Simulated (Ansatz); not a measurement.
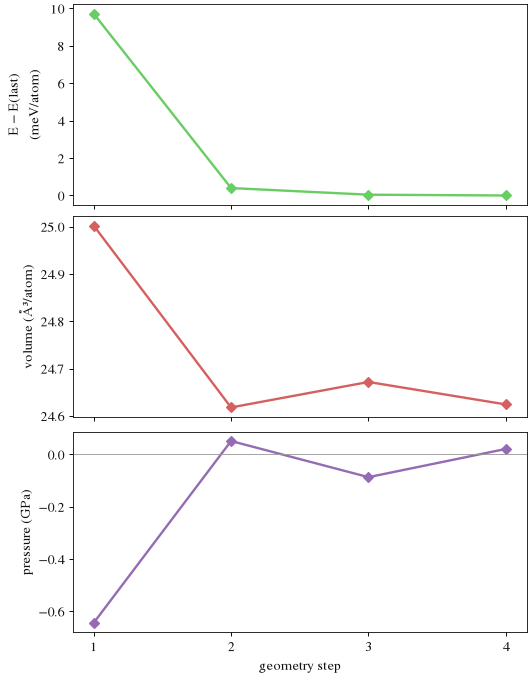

History of a geometry optimisation. Atoms and cell relax. A closing SCF on a freshly chosen basis isn't drawn.

System: Sc (P6_3/mmc, 2 atoms in the cell).
Method: DFT PBE, scalar-relativistic, plane waves, PAW (Ansatz 0.2.0); cutoff 420 eV, 12×12×8 k-mesh, Gaussian smearing of 0.1 eV.

Question: How did it end, and what did it gain?

Answer: The optimisation met its thresholds at geometry 4, counting the start as the first. The energy fell by about 9.7 meV/atom from the first step to the last. All forces vanish by symmetry, so only the cell moves.

Question: Was the starting cell too large or too small?

Answer: The volume shrinks from 25.00 to 24.62 Å³ per atom (−1.5 %), as the pressure goes from −0.64 GPa to about 0 GPa. The start was expanded.
